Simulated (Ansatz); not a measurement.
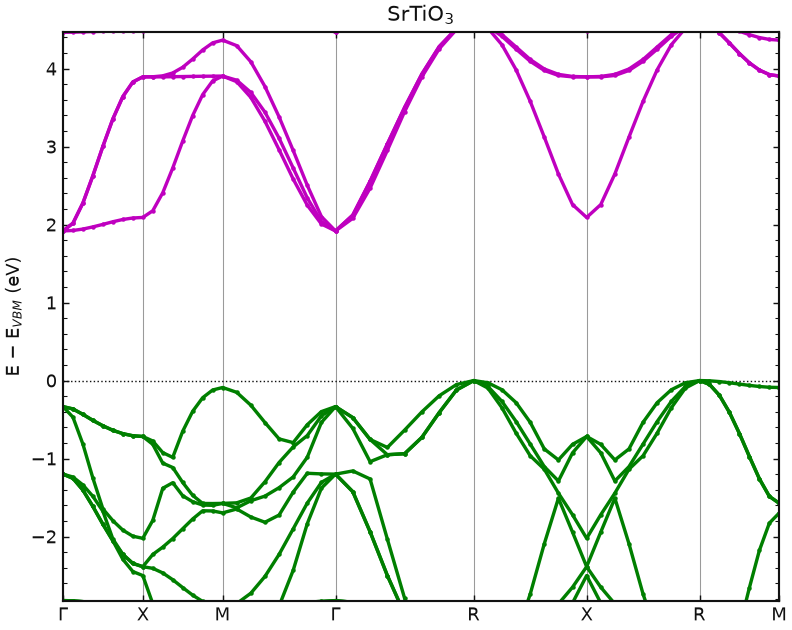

Band structure. Energies are counted from the top of the valence band. The path runs straight from each named point to the next.

Which Bravais lattice do the labels of the path belong to?

A simple cubic lattice: the path Γ–X–M–Γ–R–X–R–M runs through the special points of its Brillouin zone.

System: SrTiO$_{3}$, space group Pm-3m (No. 221), 5 atoms in the cell, a database entry, rescaled.

Computed with Ansatz 0.2.0: DFT with PBE, PAW plane waves, no spin polarisation, 7×7×7 k mesh, 420 eV cutoff.

Metal, semiconductor or insulator, and what is the gap?

A semiconductor. The gap along this path is 1.92 eV and indirect, from the valence-band top at R to the conduction-band bottom at Γ; the smallest direct gap is 2.25 eV, at Γ.

How many bands meet at the valence-band top?

Three bands meet at the valence-band top at R: it is triply degenerate (spin aside).

What are the direct gaps at X, M and Γ?

The direct gaps are 2.81 eV at X, 3.99 eV at M and 2.25 eV at Γ.

The cell is at 8 GPa in this functional.
